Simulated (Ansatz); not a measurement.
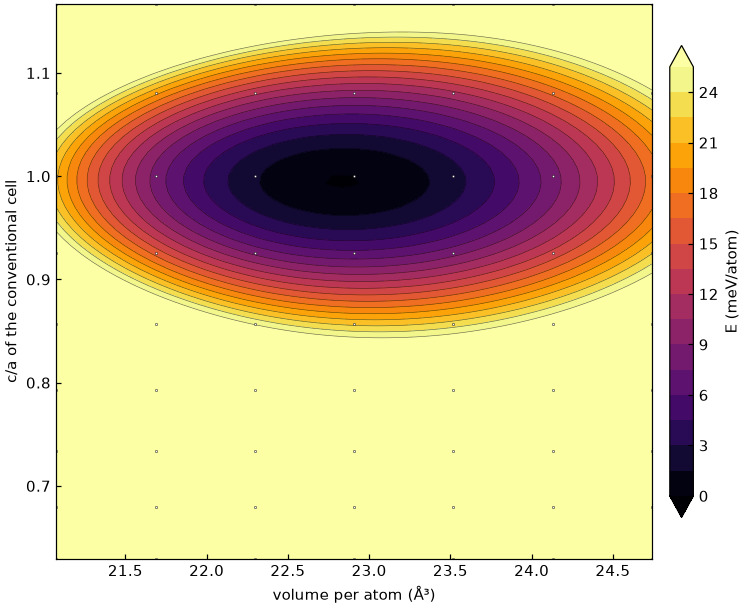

Cd (Fm-3m, No. 225; 1 atom in the cell). 
- The energy is mapped over volume and the cell's shape.
- Coordinates scanned: (1) volume per atom; (2) c/a of the conventional cell.
- Nothing is relaxed (symmetry fixes all fractional coordinates).
- Grid: 7 × 9 points.
- Points are written as (first, second).
- Energies: meV/atom, counted from the lowest grid point.
- These are results of DFT PBE, scalar-relativistic, plane waves, PAW (Ansatz), not measurements. Settings: cutoff 420 eV, k-mesh 18×18×18, gaussian smearing 0.15 eV, no spin polarisation.

The picture shows filled contours, dots at the grid points, one colour for all values above the top of the scale. Between grid points the surface is interpolated.

### Estimate the position of the minimum and the force constants in these coordinates.

The interpolated minimum is at volume per atom ≈ 22.84 Å³, c/a of the conventional cell ≈ 1.000. The curvatures there are about 0.011 eV/(Å³)² and 2.9 eV, with a cross term of about 0 eV/Å³ (per cell of 1 atoms). Round the minimum the two coordinates are nearly uncoupled.
